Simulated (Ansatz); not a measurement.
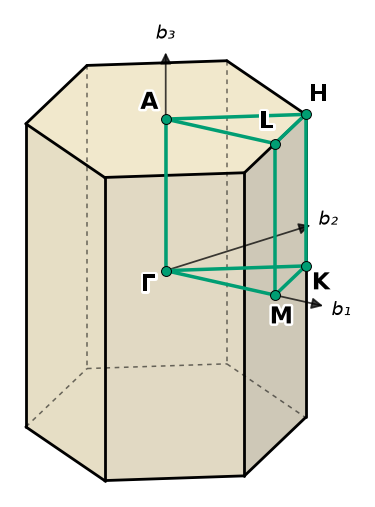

For Co, coordinates from a relaxation with DFT, RPBE, plane waves (420 eV) with PAW, scalar-relativistic in Ansatz; the starting structure was generated, so it need not be a known form of this composition: the figure shows the first Brillouin zone with its special points and a band path. Geometry calculated from the standardised cell; symmetry tolerance 0.002 Å.

Labels and path follow the convention of Hinuma et al. (2017), as computed by seekpath; the arrows show the directions of the reciprocal primitive vectors b₁, b₂, b₃.

**Name the Bravais lattice of the crystal.**

A primitive hexagonal lattice (hP; extended symbol hP2). The zone is a hexagonal prism in its combinatorial type: 8 faces (6 with 4 edges, 2 with 6 edges), 18 edges, 12 vertices.

**In which order does the conventional band path visit the special points?**

Γ–M–K–Γ–A–L–H–A | L–M | H–K
